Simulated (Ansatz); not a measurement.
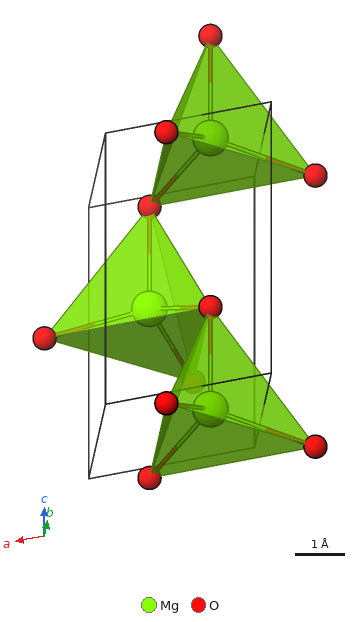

Figure 1. The starting structure (polyhedral view of the cell of the calculation, seen at an oblique angle; polyhedra are completed across the faces of the cell).

## Geometry relaxation of MgO (part 1 of 2)

MgO (4 atoms in the cell), computed with DFT r2SCAN, scalar-relativistic, plane waves, PAW, no spin polarisation (Ansatz 0.2.0).

The structure was made by swapping elements on the sites of another compound; it need not be a known phase. It belongs to a series of runs on one base structure; here: Te -> O on all its sites, cell and atoms relaxed.

Log
```
Engine: ansatz 0.2.0, aarch64-unknown-linux-gnu
Pseudopotentials: kind: paw
Pseudopotential: Mg, paw, valence charge 10, recommended cutoff 500 eV (meta_gga), Mg.paw.azcp
Pseudopotential: O, paw, valence charge 6, recommended cutoff 500 eV (meta_gga), O.paw.azcp
Functional definition: r2SCAN
  parameter k0 = 0.174
  parameter k1 = 0.065
  parameter a1 = 4.9479
  exchange = r2scan_x(k0 = k0, k1 = k1, a1 = a1)
  correlation = r2scan_c
Crystal: 4 atoms, lattice volume = 74.770 Å³
Basis set: ecut = 500 eV, 1883 PW (Γ), exchange–correlation on 120×120×180 points (64 copies of the dense FFT grid, shifted against one another)
Bands: 20, of which v1, the nominal top of the filled ones, is band 16 counted from 1 (15 counted from 0)
Symmetry: 12 space group operations
Space group: P63mc (ITA 186), of the structure as read, at distance tolerance 4.2e-5 Å
k-points: 21 of 144 (time reversal used)
Non-local potential: Mg, projectors of the file, l = 0: 3, l = 1: 2, l = 2: 1
Non-local potential: O, projectors of the file, l = 0: 2, l = 1: 2, l = 2: 1
PAW form: soft (Blöchl's): semilocal exchange-correlation on the pseudo side does not see the compensation charge
PAW frozen core: Mg, regenerated for the run's functional (the file was generated under x = pbe(κ = 0.804, μ = 0.2195149727645171), c = pbe(β = 0.06672455060314922))
PAW frozen core: O, regenerated for the run's functional (the file was generated under x = pbe(κ = 0.804, μ = 0.2195149727645171), c = pbe(β = 0.06672455060314922))
PAW one-centre angular grid: Mg, 302 points (default); XC on 224 Gauss nodes
PAW one-centre angular grid: O, 302 points (default); XC on 160 Gauss nodes
Initial density: superposition of atomic densities (neutral atoms: chi_scale 0, normalization atom), corrected by the library's trained network
Initial wavefunctions: pseudopotential atomic-orbital guess
Functional: x = r2scan, c = r2scan; τ floored in thin density (d = 2e-4 eV/Å³)
SCF iter   1: F=—  HF=-4993.274546 eV  |F-HF|=—  |Δ(HF+E_count)|=         —  Δρ=8.15e-3  dr2=4.04e-2  dr2_τ=5.58e-2  ethr=1.77e-3  ⟨swp⟩=5.2  Hψ=1924  notcnv=0
preconditioner: auto → Resta (q_TF=auto, 2.368 Å⁻¹)  ε∞=3.0  [insulator: Δε(μ)=2.328 eV  Ē_g=12.098 eV  σ=0.100 eV  W_gap=1.00  n_scr=22 (ndim 8)  ℏωp=17.2 eV  f_vac=0.087  D(μ)=0.00/eV (n_scr^D=0)  ε∞_Penn≈3.0]
SCF iter   2: F=—  HF=-4993.316478 eV  |F-HF|=—  |Δ(HF+E_count)|=   4.19e-2  Δρ=4.49e-3  dr2=6.67e-3  dr2_τ=1.28e-3  ethr=1.26e-4  ⟨swp⟩=3.0  Hψ=1008  notcnv=0
SCF iter   3: F=—  HF=-4993.316516 eV  |F-HF|=—  |Δ(HF+E_count)|=   3.78e-5  Δρ=1.45e-3  dr2=2.46e-3  dr2_τ=2.09e-4  ethr=2.09e-5  ⟨swp⟩=3.0  Hψ=756  notcnv=0
SCF iter   4: F=—  HF=-4993.316211 eV  |F-HF|=—  |Δ(HF+E_count)|=   3.05e-4  Δρ=5.58e-4  dr2=1.43e-4  dr2_τ=1.99e-5  ethr=7.69e-6  ⟨swp⟩=2.0  Hψ=529  notcnv=0
SCF iter   5: F=—  HF=-4993.316238 eV  |F-HF|=—  |Δ(HF+E_count)|=   2.73e-5  Δρ=1.07e-4  dr2=6.73e-6  dr2_τ=5.31e-7  ethr=4.47e-7  ⟨swp⟩=2.0  Hψ=530  notcnv=0
SCF iter   6: F=—  HF=-4993.316244 eV  |F-HF|=—  |Δ(HF+E_count)|=   6.01e-6  Δρ=1.41e-5  dr2=1.37e-7  dr2_τ=1.26e-8  ethr=2.10e-8  ⟨swp⟩=3.0  Hψ=716  notcnv=0
SCF iter   7: F=-4993.316244 eV  HF=-4993.316244 eV  |F-HF|=2.71e-9  |Δ(HF+E_count)|=   1.03e-7  Δρ=2.77e-6  dr2=7.69e-9  dr2_τ=2.05e-10  ethr=3.13e-10  ⟨swp⟩=5.0  Hψ=1702  notcnv=0
SCF 1 converged in 7 iterations: F = -4993.316244 eV  dr2 = 7.69e-9
  greatest PAW one-centre occupation: 1.000 electrons in one spin orbital (limit 2), on the Mg atom at site 1 (counted from 0), in its partial waves of l = 0
relax step   1: F+E_penalty+E_count = -4993.31624407 eV  Δ(F+E_penalty+E_count) = +0.000e0 eV  max|allowed force component| = 8.643e-2 eV/Å  Δτ_max = 0.0000 Å  P = -23.036 GPa  Ω = 74.770 Å³  (7 SCF iters, dr2 threshold 1.00e-7 eV, accepted)
Crystal: 4 atoms, lattice volume = 64.949 Å³
Basis set: ecut = 500 eV, 1689 PW (Γ), exchange–correlation on 120×120×180 points (64 copies of the dense FFT grid, shifted against one another)
Initial density: handed on by an earlier stage of this run
Initial wavefunctions: those handed on with the density
iter 1 solved again at ethr=1.31e-4 eV; its pass at ethr=3.10e-3 eV (dr2=4.18e-2 eV) is discarded
SCF iter   1: F=—  HF=-4994.710627 eV  |F-HF|=—  |Δ(HF+E_count)|=         —  Δρ=7.06e-3  dr2=4.17e-2  dr2_τ=1.80e-1  ethr=1.31e-4  ⟨swp⟩=1.0  Hψ=2227  notcnv=0
preconditioner: auto → Resta (q_TF=auto, 2.425 Å⁻¹)  ε∞=3.0  [insulator: Δε(μ)=2.680 eV  Ē_g=12.919 eV  σ=0.100 eV  W_gap=1.00  n_scr=22 (ndim 8)  ℏωp=18.4 eV  f_vac=0.034  D(μ)=0.00/eV (n_scr^D=0)  ε∞_Penn≈3.0]
SCF iter   2: F=—  HF=-4994.691114 eV  |F-HF|=—  |Δ(HF+E_count)|=   1.95e-2  Δρ=4.09e-3  dr2=1.51e-2  dr2_τ=5.98e-4  ethr=1.30e-4  ⟨swp⟩=3.0  Hψ=840  notcnv=0
SCF iter   3: F=—  HF=-4994.692245 eV  |F-HF|=—  |Δ(HF+E_count)|=   1.13e-3  Δρ=1.81e-3  dr2=2.38e-3  dr2_τ=2.10e-4  ethr=4.71e-5  ⟨swp⟩=3.0  Hψ=818  notcnv=0
SCF iter   4: F=—  HF=-4994.692086 eV  |F-HF|=—  |Δ(HF+E_count)|=   1.59e-4  Δρ=8.14e-4  dr2=4.12e-4  dr2_τ=5.58e-5  ethr=7.43e-6  ⟨swp⟩=2.0  Hψ=588  notcnv=0
SCF iter   5: F=—  HF=-4994.692039 eV  |F-HF|=—  |Δ(HF+E_count)|=   4.70e-5  Δρ=1.70e-4  dr2=1.55e-5  dr2_τ=1.52e-6  ethr=1.29e-6  ⟨swp⟩=2.0  Hψ=545  notcnv=0
SCF iter   6: F=—  HF=-4994.692049 eV  |F-HF|=—  |Δ(HF+E_count)|=   1.04e-5  Δρ=3.34e-5  dr2=7.38e-7  dr2_τ=4.61e-8  ethr=4.86e-8  ⟨swp⟩=3.0  Hψ=791  notcnv=0
SCF iter   7: F=-4994.692049 eV  HF=-4994.692049 eV  |F-HF|=7.91e-9  |Δ(HF+E_count)|=   3.73e-7  Δρ=4.17e-6  dr2=1.28e-8  dr2_τ=4.68e-10  ethr=1.25e-9  ⟨swp⟩=5.0  Hψ=1744  notcnv=0
SCF 2 converged in 7 iterations: F = -4994.692049 eV  dr2 = 1.28e-8
  greatest PAW one-centre occupation: 1.000 electrons in one spin orbital (limit 2), on the Mg atom at site 0 (counted from 0), in its partial waves of l = 0
relax step   2: F+E_penalty+E_count = -4994.69204934 eV  Δ(F+E_penalty+E_count) = -1.376e0 eV  max|allowed force component| = 6.801e-2 eV/Å  Δτ_max = 0.0053 Å  P = -21.136 GPa  Ω = 64.949 Å³  energy of the carried Pulay correction = +2.354e-3 eV  (7 SCF iters, dr2 threshold 4.00e-7 eV, accepted)
Crystal: 4 atoms, lattice volume = 55.999 Å³
Basis set: ecut = 500 eV, 1413 PW (Γ), exchange–correlation on 120×120×180 points (64 copies of the dense FFT grid, shifted against one another)
iter 1 solved again at ethr=1.86e-4 eV; its pass at ethr=3.10e-3 eV (dr2=5.94e-2 eV) is discarded
SCF iter   1: F=—  HF=-4995.732395 eV  |F-HF|=—  |Δ(HF+E_count)|=         —  Δρ=9.51e-3  dr2=5.94e-2  dr2_τ=2.19e-1  ethr=1.86e-4  ⟨swp⟩=1.0  Hψ=2241  notcnv=0
preconditioner: auto → Resta (q_TF=auto, 2.485 Å⁻¹)  ε∞=3.0  [insulator: Δε(μ)=3.392 eV  Ē_g=13.994 eV  σ=0.100 eV  W_gap=1.00  n_scr=22 (ndim 8)  ℏωp=19.8 eV  f_vac=0.017  D(μ)=0.00/eV (n_scr^D=0)  ε∞_Penn≈3.0]
SCF iter   2: F=—  HF=-4995.735681 eV  |F-HF|=—  |Δ(HF+E_count)|=   3.29e-3  Δρ=4.69e-3  dr2=1.57e-2  dr2_τ=1.03e-3  ethr=1.86e-4  ⟨swp⟩=3.0  Hψ=840  notcnv=0
SCF iter   3: F=—  HF=-4995.737577 eV  |F-HF|=—  |Δ(HF+E_count)|=   1.90e-3  Δρ=2.04e-3  dr2=3.38e-3  dr2_τ=2.11e-4  ethr=4.92e-5  ⟨swp⟩=3.0  Hψ=799  notcnv=0
SCF iter   4: F=—  HF=-4995.737594 eV  |F-HF|=—  |Δ(HF+E_count)|=   1.70e-5  Δρ=6.07e-4  dr2=1.80e-4  dr2_τ=2.55e-5  ethr=1.06e-5  ⟨swp⟩=2.0  Hψ=554  notcnv=0
SCF iter   5: F=—  HF=-4995.737599 eV  |F-HF|=—  |Δ(HF+E_count)|=   5.02e-6  Δρ=1.41e-4  dr2=7.44e-6  dr2_τ=9.82e-7  ethr=5.64e-7  ⟨swp⟩=2.0  Hψ=550  notcnv=0
SCF iter   6: F=-4995.737606 eV  HF=-4995.737606 eV  |F-HF|=1.77e-7  |Δ(HF+E_count)|=   7.13e-6  Δρ=2.57e-5  dr2=2.88e-7  dr2_τ=3.00e-8  ethr=1.25e-9  ⟨swp⟩=4.0  Hψ=2060  notcnv=0
SCF 3 converged in 6 iterations: F = -4995.737606 eV  dr2 = 2.88e-7
relax step   3: F+E_penalty+E_count = -4995.73760632 eV  Δ(F+E_penalty+E_count) = -1.046e0 eV  max|allowed force component| = 5.695e-2 eV/Å  Δτ_max = 0.0050 Å  P = -15.080 GPa  Ω = 55.999 Å³  energy of the carried Pulay correction = +4.808e-3 eV  (6 SCF iters, dr2 threshold 4.00e-7 eV, accepted)
Crystal: 4 atoms, lattice volume = 48.362 Å³
Basis set: ecut = 500 eV, 1225 PW (Γ), exchange–correlation on 120×120×180 points (64 copies of the dense FFT grid, shifted against one another)
iter 1 solved again at ethr=2.55e-4 eV; its pass at ethr=3.10e-3 eV (dr2=8.16e-2 eV) is discarded
SCF iter   1: F=—  HF=-4996.168913 eV  |F-HF|=—  |Δ(HF+E_count)|=         —  Δρ=1.27e-2  dr2=8.17e-2  dr2_τ=2.43e-1  ethr=2.55e-4  ⟨swp⟩=1.0  Hψ=2273  notcnv=0
preconditioner: auto → Resta (q_TF=auto, 2.547 Å⁻¹)  ε∞=3.0  [insulator: Δε(μ)=4.203 eV  Ē_g=15.124 eV  σ=0.100 eV  W_gap=1.00  n_scr=22 (ndim 8)  ℏωp=21.4 eV  f_vac=0.007  D(μ)=0.00/eV (n_scr^D=0)  ε∞_Penn≈3.0]
SCF iter   2: F=—  HF=-4996.201919 eV  |F-HF|=—  |Δ(HF+E_count)|=   3.30e-2  Δρ=5.06e-3  dr2=1.44e-2  dr2_τ=1.57e-3  ethr=2.55e-4  ⟨swp⟩=2.0  Hψ=672  notcnv=0
SCF iter   3: F=—  HF=-4996.204462 eV  |F-HF|=—  |Δ(HF+E_count)|=   2.54e-3  Δρ=2.34e-3  dr2=3.46e-3  dr2_τ=1.69e-4  ethr=4.51e-5  ⟨swp⟩=3.0  Hψ=784  notcnv=0
SCF iter   4: F=—  HF=-4996.204806 eV  |F-HF|=—  |Δ(HF+E_count)|=   3.44e-4  Δρ=5.30e-4  dr2=1.14e-4  dr2_τ=1.42e-5  ethr=1.08e-5  ⟨swp⟩=2.0  Hψ=530  notcnv=0
SCF iter   5: F=—  HF=-4996.204814 eV  |F-HF|=—  |Δ(HF+E_count)|=   8.63e-6  Δρ=1.18e-4  dr2=4.57e-6  dr2_τ=5.23e-7  ethr=3.56e-7  ⟨swp⟩=2.9  Hψ=721  notcnv=0
SCF iter   6: F=-4996.204819 eV  HF=-4996.204819 eV  |F-HF|=8.06e-8  |Δ(HF+E_count)|=   4.13e-6  Δρ=1.72e-5  dr2=9.09e-8  dr2_τ=1.19e-8  ethr=1.25e-9  ⟨swp⟩=6.0  Hψ=1961  notcnv=0
SCF 4 converged in 6 iterations: F = -4996.204819 eV  dr2 = 9.09e-8
relax step   4: F+E_penalty+E_count = -4996.20481871 eV  Δ(F+E_penalty+E_count) = -4.672e-1 eV  max|allowed force component| = 8.425e-2 eV/Å  Δτ_max = 0.0071 Å  P = -2.526 GPa  Ω = 48.362 Å³  energy of the carried Pulay correction = +7.185e-3 eV  (6 SCF iters, dr2 threshold 4.00e-7 eV, accepted)
Crystal: 4 atoms, lattice volume = 47.902 Å³
Basis set: ecut = 500 eV, 1207 PW (Γ), exchange–correlation on 120×120×180 points (64 copies of the dense FFT grid, shifted against one another)
iter 1 solved again at ethr=1.28e-5 eV; its pass at ethr=3.10e-3 eV (dr2=4.09e-3 eV) is discarded
SCF iter   1: F=—  HF=-4996.227869 eV  |F-HF|=—  |Δ(HF+E_count)|=         —  Δρ=4.48e-3  dr2=4.11e-3  dr2_τ=5.18e-2  ethr=1.28e-5  ⟨swp⟩=1.1  Hψ=2465  notcnv=0
preconditioner: auto → Resta (q_TF=auto, 2.551 Å⁻¹)  ε∞=3.0  [insulator: Δε(μ)=4.166 eV  Ē_g=15.104 eV  σ=0.100 eV  W_gap=1.00  n_scr=22 (ndim 8)  ℏωp=21.5 eV  f_vac=0.041  D(μ)=0.00/eV (n_scr^D=0)  ε∞_Penn≈3.0]
SCF iter   2: F=—  HF=-4996.219263 eV  |F-HF|=—  |Δ(HF+E_count)|=   8.61e-3  Δρ=2.45e-3  dr2=1.34e-3  dr2_τ=1.37e-4  ethr=1.28e-5  ⟨swp⟩=2.0  Hψ=672  notcnv=0
SCF iter   3: F=—  HF=-4996.219828 eV  |F-HF|=—  |Δ(HF+E_count)|=   5.65e-4  Δρ=4.90e-4  dr2=6.42e-5  dr2_τ=1.63e-5  ethr=4.20e-6  ⟨swp⟩=2.7  Hψ=730  notcnv=0
SCF iter   4: F=—  HF=-4996.219878 eV  |F-HF|=—  |Δ(HF+E_count)|=   4.98e-5  Δρ=2.04e-4  dr2=8.70e-6  dr2_τ=1.17e-6  ethr=2.00e-7  ⟨swp⟩=2.0  Hψ=588  notcnv=0
SCF iter   5: F=—  HF=-4996.219889 eV  |F-HF|=—  |Δ(HF+E_count)|=   1.19e-5  Δρ=7.15e-5  dr2=1.60e-6  dr2_τ=1.71e-7  ethr=2.72e-8  ⟨swp⟩=2.0  Hψ=588  notcnv=0
SCF iter   6: F=-4996.219891 eV  HF=-4996.219891 eV  |F-HF|=1.34e-7  |Δ(HF+E_count)|=   1.27e-6  Δρ=2.71e-5  dr2=2.44e-7  dr2_τ=1.28e-8  ethr=1.25e-9  ⟨swp⟩=5.0  Hψ=1825  notcnv=0
SCF 5 converged in 6 iterations: F = -4996.219891 eV  dr2 = 2.44e-7
relax step   5: F+E_penalty+E_count = -4996.21989087 eV  Δ(F+E_penalty+E_count) = -1.507e-2 eV  max|allowed force component| = 1.612e-3 eV/Å  Δτ_max = 0.0270 Å  P = -1.739 GPa  Ω = 47.902 Å³  energy of the carried Pulay correction = +7.338e-3 eV  (6 SCF iters, dr2 threshold 4.00e-7 eV, accepted)
Crystal: 4 atoms, lattice volume = 47.057 Å³
Basis set: ecut = 500 eV, 1153 PW (Γ), exchange–correlation on 120×120×180 points (64 copies of the dense FFT grid, shifted against one another)
iter 1 solved again at ethr=4.95e-6 eV; its pass at ethr=3.10e-3 eV (dr2=1.58e-3 eV) is discarded
SCF iter   1: F=—  HF=-4996.222766 eV  |F-HF|=—  |Δ(HF+E_count)|=         —  Δρ=2.03e-3  dr2=1.68e-3  dr2_τ=6.05e-3  ethr=4.95e-6  ⟨swp⟩=1.8  Hψ=2233  notcnv=0
preconditioner: auto → Resta (q_TF=auto, 2.558 Å⁻¹)  ε∞=3.0  [insulator: Δε(μ)=4.276 eV  Ē_g=15.275 eV  σ=0.100 eV  W_gap=1.00  n_scr=22 (ndim 8)  ℏωp=21.7 eV  f_vac=0.035  D(μ)=0.00/eV (n_scr^D=0)  ε∞_Penn≈3.0]
SCF iter   2: F=—  HF=-4996.224388 eV  |F-HF|=—  |Δ(HF+E_count)|=   1.62e-3  Δρ=8.25e-4  dr2=2.66e-4  dr2_τ=3.69e-5  ethr=4.95e-6  ⟨swp⟩=2.0  Hψ=664  notcnv=0
SCF iter   3: F=—  HF=-4996.224445 eV  |F-HF|=—  |Δ(HF+E_count)|=   5.62e-5  Δρ=3.43e-4  dr2=5.64e-5  dr2_τ=3.66e-6  ethr=8.31e-7  ⟨swp⟩=2.0  Hψ=747  notcnv=0
SCF iter   4: F=—  HF=-4996.224459 eV  |F-HF|=—  |Δ(HF+E_count)|=   1.44e-5  Δρ=6.83e-5  dr2=1.85e-6  dr2_τ=1.68e-7  ethr=1.76e-7  ⟨swp⟩=2.6  Hψ=694  notcnv=0
SCF iter   5: F=-4996.224459 eV  HF=-4996.224459 eV  |F-HF|=4.06e-8  |Δ(HF+E_count)|=   3.88e-7  Δρ=1.79e-5  dr2=1.23e-7  dr2_τ=8.29e-9  ethr=1.25e-9  ⟨swp⟩=5.1  Hψ=1799  notcnv=0
SCF 6 converged in 5 iterations: F = -4996.224459 eV  dr2 = 1.23e-7
relax step   6: F+E_penalty+E_count = -4996.22445946 eV  Δ(F+E_penalty+E_count) = -4.569e-3 eV  max|allowed force component| = 2.357e-2 eV/Å  Δτ_max = 0.0055 Å  P = +0.349 GPa  Ω = 47.057 Å³  energy of the carried Pulay correction = +7.621e-3 eV  (5 SCF iters, dr2 threshold 4.00e-7 eV, accepted)
Basis set: ecut = 500 eV, 1153 PW (Γ), exchange–correlation on 96×96×160 points (64 copies of the dense FFT grid, shifted against one another)
Initial wavefunctions: pseudopotential atomic-orbital guess (no wavefunctions were taken with the density)
iter 1 solved again at ethr=1.69e-7 eV; its pass at ethr=3.10e-3 eV (dr2=5.40e-5 eV) is discarded
SCF iter   1: F=—  HF=-4996.213099 eV  |F-HF|=—  |Δ(HF+E_count)|=         —  Δρ=1.13e-3  dr2=5.12e-5  dr2_τ=3.57e-4  ethr=1.69e-7  ⟨swp⟩=2.1  Hψ=2875  notcnv=0
preconditioner: auto → Resta (q_TF=auto, 2.558 Å⁻¹)  ε∞=3.0  [insulator: Δε(μ)=4.259 eV  Ē_g=15.246 eV  σ=0.100 eV  W_gap=1.00  n_scr=22 (ndim 8)  ℏωp=21.7 eV  f_vac=0.040  D(μ)=0.00/eV (n_scr^D=0)  ε∞_Penn≈3.0]
SCF iter   2: F=—  HF=-4996.213252 eV  |F-HF|=—  |Δ(HF+E_count)|=   1.53e-4  Δρ=5.83e-4  dr2=1.47e-5  dr2_τ=2.36e-5  ethr=1.60e-7  ⟨swp⟩=2.0  Hψ=756  notcnv=0
SCF iter   3: F=—  HF=-4996.213298 eV  |F-HF|=—  |Δ(HF+E_count)|=   4.55e-5  Δρ=7.58e-5  dr2=1.30e-6  dr2_τ=3.87e-7  ethr=4.60e-8  ⟨swp⟩=2.0  Hψ=588  notcnv=0
SCF iter   4: F=—  HF=-4996.213296 eV  |F-HF|=—  |Δ(HF+E_count)|=   1.49e-6  Δρ=1.12e-5  dr2=1.64e-8  dr2_τ=8.29e-9  ethr=4.07e-9  ⟨swp⟩=2.0  Hψ=580  notcnv=0
SCF iter   5: F=-4996.213296 eV  HF=-4996.213296 eV  |F-HF|=4.71e-10  |Δ(HF+E_count)|=   3.20e-8  Δρ=1.77e-6  dr2=1.42e-9  dr2_τ=1.08e-10  ethr=1.25e-11  ⟨swp⟩=4.1  Hψ=1505  notcnv=0
SCF 7 converged in 5 iterations: F = -4996.213296 eV  dr2 = 1.42e-9
relax step   7: F+E_penalty+E_count = -4996.21329635 eV  Δ(F+E_penalty+E_count) = +1.116e-2 eV  max|allowed force component| = 2.362e-2 eV/Å  Δτ_max = 0.0000 Å  P = +0.363 GPa  Ω = 47.057 Å³  stress off target by 3.82e-1 GPa  SCF on the basis re-selected at this cell (its energy is not comparable with the rows above)  (5 SCF iters)
```
